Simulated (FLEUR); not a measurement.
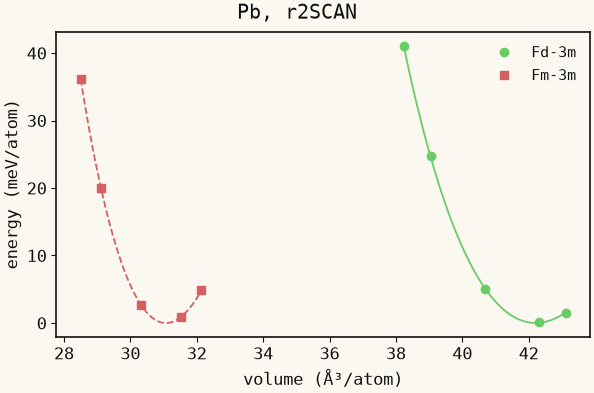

The picture above shows the energy against volume, with one curve for each structure, for Pb. Each energy curve has its own zero, so the curves don't rank the structures.

Computed with FLEUR MaX-R8.1 (later development tree): all-electron LAPW DFT, no spin polarisation; energies at scaled volumes of the given cell, shape and fractions fixed, counted from the fit's minimum, third-order Birch-Murnaghan fit. Level: r2SCAN.

occupations Fermi–Dirac; smearing width 0.05 eV; potentials all electron.

Settings that differ: Fd-3m: k mesh 7×7×7; Fm-3m: k mesh 9×9×9.

The numbers behind the figure:

Fd-3m:
| volume (Å³/atom) | energy (meV/atom) |
| --- | --- |
| 38.23 | 41.06 |
| 39.05 | 24.72 |
| 40.67 | 5.07 |
| 42.30 | 0.15 |
| 43.11 | 1.49 |

Fm-3m:
| volume (Å³/atom) | energy (meV/atom) |
| --- | --- |
| 28.50 | 36.16 |
| 29.11 | 20.07 |
| 30.32 | 2.71 |
| 31.54 | 0.91 |
| 32.14 | 4.85 |

Note: spin-orbit coupling left out, heavy elements.
